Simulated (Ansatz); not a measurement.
W13S29 (cell with a defect)

```cif
data_structure
_symmetry_space_group_name_H-M 'P 1'
_symmetry_Int_Tables_number 1
_cell_length_a 8.4341
_cell_length_b 8.4341
_cell_length_c 14.8713
_cell_angle_alpha 90.000
_cell_angle_beta 90.000
_cell_angle_gamma 120.000
_cell_volume 916.12
loop_
_atom_site_label
_atom_site_type_symbol
_atom_site_fract_x
_atom_site_fract_y
_atom_site_fract_z
_atom_site_occupancy
S1 S 0.33333 0.66667 0.75000 1
W1 W 0.18796 0.22879 0.75000 1
W2 W 0.04084 0.81204 0.75000 1
W3 W 0.62570 0.52316 0.75000 1
W4 W 0.47684 0.10253 0.75000 1
W5 W 0.89747 0.37430 0.75000 1
W6 W 0.77121 0.95916 0.75000 1
W7 W 0.52379 0.90474 0.25000 1
W8 W 0.38095 0.47621 0.25000 1
W9 W 0.23810 0.04762 0.25000 1
W10 W 0.80952 0.76190 0.25000 1
W11 W 0.66667 0.33333 0.25000 1
W12 W 0.09526 0.61905 0.25000 1
W13 W 0.95238 0.19048 0.25000 1
S2 S 0.33333 0.66667 0.35567 1
S3 S 0.19049 0.23811 0.35565 1
S4 S 0.04762 0.80951 0.35565 1
S5 S 0.61904 0.52381 0.35565 1
S6 S 0.47619 0.09524 0.35565 1
S7 S 0.90476 0.38096 0.35565 1
S8 S 0.76189 0.95238 0.35565 1
S9 S 0.52625 0.90752 0.85109 1
S10 S 0.38127 0.47375 0.85109 1
S11 S 0.23803 0.04364 0.85666 1
S12 S 0.80561 0.76197 0.85666 1
S13 S 0.66667 0.33333 0.85796 1
S14 S 0.09248 0.61873 0.85109 1
S15 S 0.95636 0.19439 0.85666 1
S16 S 0.33333 0.66667 0.14433 1
S17 S 0.19049 0.23811 0.14435 1
S18 S 0.04762 0.80951 0.14435 1
S19 S 0.61904 0.52381 0.14435 1
S20 S 0.47619 0.09524 0.14435 1
S21 S 0.90476 0.38096 0.14435 1
S22 S 0.76189 0.95238 0.14435 1
S23 S 0.52625 0.90752 0.64891 1
S24 S 0.38127 0.47375 0.64891 1
S25 S 0.23803 0.04364 0.64334 1
S26 S 0.80561 0.76197 0.64334 1
S27 S 0.66667 0.33333 0.64204 1
S28 S 0.09248 0.61873 0.64891 1
S29 S 0.95636 0.19439 0.64334 1
```

The calculation used Ansatz, DFT PBE, scalar-relativistic, plane waves, PAW.

The density is the valence pseudo-density of a PAW calculation; it isn't the true density close to the nuclei.

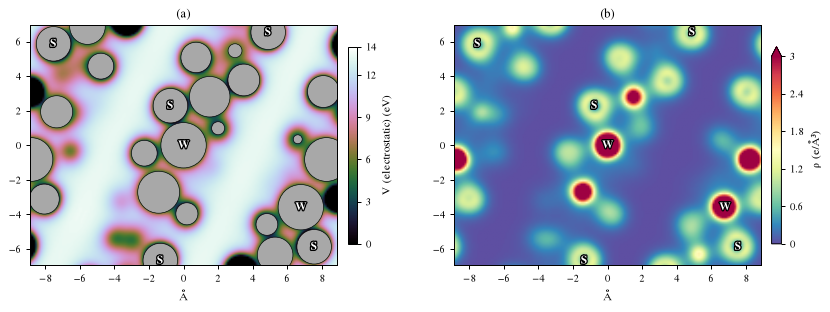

Figure 1. (a) electrostatic potential (local pseudopotential plus Hartree) felt by an electron; (b) valence charge density (pseudo) on the (111) plane of the calculation cell. Grey discs cover the atomic cores in the potential map.

> What do the fields say about this system?

The section cuts through W and S sites. Atoms just off the plane (S, 0.4 Å away and W, 0.3 Å away) can leave unmarked features too. W–S (2.41 Å): ρ is about 0.62 e/Å³ halfway. Between the atoms the lowest density in this plane is 0.003 e/Å³. Outside the cores the potential energy rises away from the atoms and is highest about 2.2 Å from the nearest atoms; its zero is arbitrary.

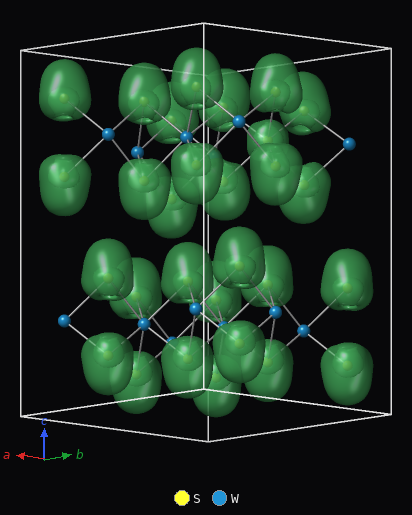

Figure 2. Isosurface of the electron localisation function at 0.75 (green), seen at an oblique angle. Only the valence region is drawn (cores and ρ < 0.01 e/Å³ removed). Sticks mark near contacts.

> Where are the electrons localised?

At this value the surface marks out 29 regions wrapped around S (the valence shell of each), counted in one cell of 42 atoms. Any copies at cell faces, edges or corners count once. Profiles from the grid: S–S (2.39 Å): the ELF peaks at about 0.85 in the valence shell of S, 0.7 Å from its nucleus, and drops to about 0.60 between the two atoms. W–S (2.41 Å): the ELF peaks at about 0.85 in the valence shell of S, 0.8 Å from its nucleus, and is about 0.45 at the midpoint.

> Does the calculation make it a metal, or give it a gap?

It is gapped, with a Kohn–Sham gap of 0.43 eV on the k-point mesh (the band edges may lie off the mesh, which would make the gap smaller).
